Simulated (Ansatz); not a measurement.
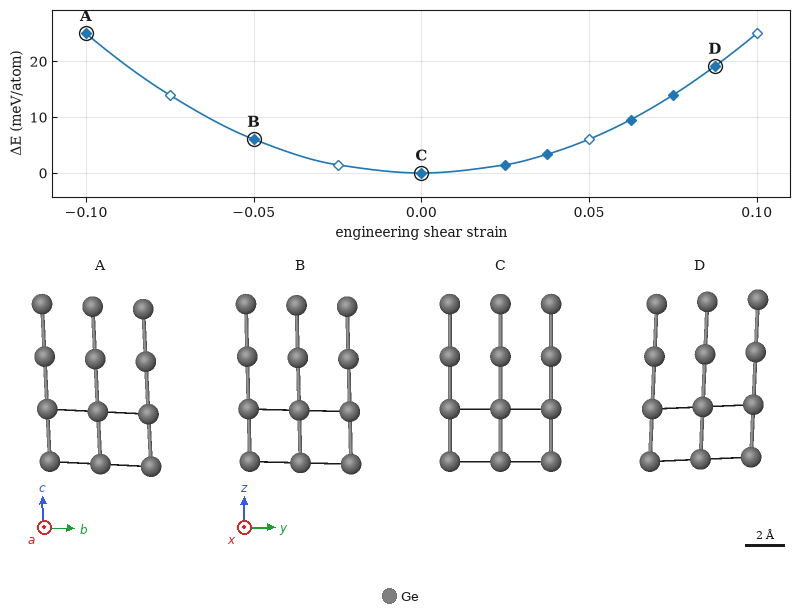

A scan of crystalline Ge (Cmmm): the cell is strained in shear in the yz plane, with the atoms kept at their fractional coordinates. x, y and z are the Cartesian axes of the input. The lettered frames are marked on the plot. Hollow markers are points alike by symmetry, not computed again. A ball-and-stick model of the conventional cell (2 times the calculation's cell), repeated 2 × 1 × 3 with one cell outlined, seen along the a axis. Lengths and directions refer to the drawn axes.

The calculation used DFT r2SCAN, scalar-relativistic, plane waves, PAW in Ansatz 0.2.0. (plane-wave cutoff 500 eV; k-point mesh 20 × 20 × 18; occupations gaussian; smearing width 0.15 eV; no spin polarisation). Energies (free energies at the smearing named) are counted from the cell as listed in its source, which wasn't relaxed.

What does the scan show?

Answer. Of the computed points the lowest is at the strain 0.00, 0.0 meV/atom. The end points stand at 25.0 meV/atom (−0.10) and 25.0 meV/atom (0.10). The unrelaxed reference is under a pressure of −3.1 GPa. The distortion takes the space group from Cmmm to C2/m. At the strain −0.10 the cell of the drawing goes b 5.201 → 5.208 Å, c 2.698 → 2.702 Å, α 90.0° → 95.7°.
